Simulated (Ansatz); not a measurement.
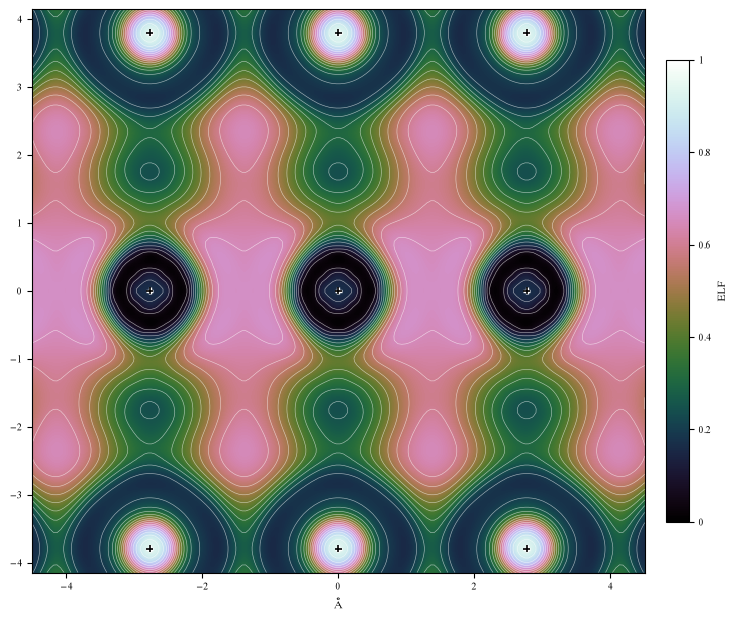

The electron localisation function on a plane through atoms (crosses mark nuclei in the plane).

Computed with Ansatz, DFT r2SCAN, scalar-relativistic, plane waves, PAW.

Candidates:
A. Al₃Cu, a = 2.77 Å, b = 2.77 Å, c = 7.59 Å, α = 90.00°, β = 90.00°, γ = 90.00°. Space group P4/mmm; a structure from a database of computed crystals, not necessarily the ambient phase; computed without spin polarisation.
B. SnSe, a = 4.16 Å, b = 4.16 Å, c = 10.66 Å, α = 90.00°, β = 90.00°, γ = 90.00°. Space group P4/nmm; a structure from a database of computed crystals, not necessarily the ambient phase; changed on purpose from its base cell (strain -0.030 along x and y, -0.030 along z, atoms carried along); not relaxed (largest force 0.7 eV/Å); computed pressure about 3 GPa in this cell.

Question: Which system is this?

Answer: Candidate A: Al₃Cu on the (100) plane of the conventional cell, which holds Al and Cu. Al–Al (2.77 Å): the ELF peaks at about 0.65 between the atoms. Cu–Cu (2.77 Å): the ELF is about 0.30 at the midpoint: no localised pair shows between them.
